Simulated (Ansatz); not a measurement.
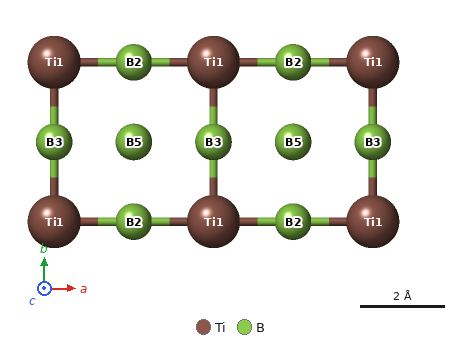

This is the input geometry for a relaxation of crystalline TiB₄ (a generated structure, set up in Pm-3m) (coarse preliminary run). A ball-and-stick model of the cell of the calculation, repeated 2 × 1 × 1 with one cell outlined, seen along the c axis.

Level of theory: Ansatz 0.2.0, DFT PBE, scalar-relativistic, plane waves, PAW.

The input:
```yaml
crystal:
  lattice:
    - [3.81441922, 0.0, 0.0]
    - [0.0, 3.81441922, 0.0]
    - [0.0, 0.0, 3.81441922]
  atoms:
    - { symbol: Ti, position: [0.0, 0.0, 0.0] }
    - { symbol: B, position: [0.5, 0.0, 0.0] }
    - { symbol: B, position: [0.0, 0.5, 0.0] }
    - { symbol: B, position: [0.0, 0.0, 0.5] }
    - { symbol: B, position: [0.5, 0.5, 0.5] }
basis:
  ecutwfc: 420
kpoints:
  mp_grid: { grid: [4, 4, 4] }
hamiltonian:
  xc: pbe
scf:
  occupations: { method: gaussian, width: 0.1 }
  lower_state_search: "off"
output:
  forces: true
  stress: true
  eigenvalues: true
relax:
  adjacent_minimum: "off"
  f_tol: 0.04
  max_steps: 70
  cell: { stress_tol: 0.4 }
```

Run as
```bash
ansatz run input.yaml --threads 1 --pin off --max-ram 2560MiB --backend cpu --events-out ev --progress --plain --runs-dir out
```

Predict the outcome.

Answer. The energy falls by 211 meV per atom in 4 accepted moves (6 points after the start). All forces vanish by symmetry, so only the cell relaxes. Pressure: 22.22 GPa at the start and −0.06 GPa at the end. The SCF was repeated twice at an unchanged geometry on a basis and grid sized afresh for the cell, which shifted the energy by 8.5 meV per atom at most. The atoms keep their places relative to the cell (all moves are under 0.005 Å). Cell: a = b = c 3.814 → 4.210 Å (+10.4 %). Volume +34.5 %. Near-neighbour distances that change, for instance: Ti1–B2 1.907 → 2.105 Å. The space group stays Pm-3m (No. 221).

The structure at the end:

```
Ti B
1.0
     4.21009    0.00000    0.00000
     0.00000    4.21009    0.00000
     0.00000    0.00000    4.21009
Ti B
1 4
Direct
  0.00000 0.00000 0.00000
  0.50000 0.00000 0.00000
  0.00000 0.50000 0.00000
  0.00000 0.00000 0.50000
  0.50000 0.50000 0.50000
```

After the run, drawn alike:

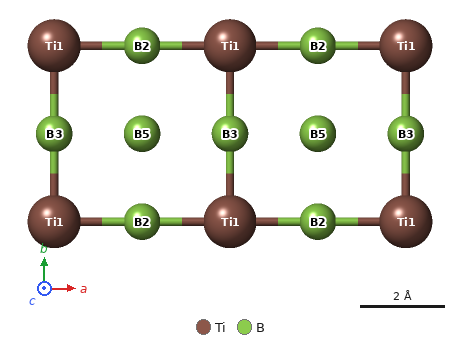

Limits of the set-up: the k-point mesh is coarse for a cell with partly filled bands.
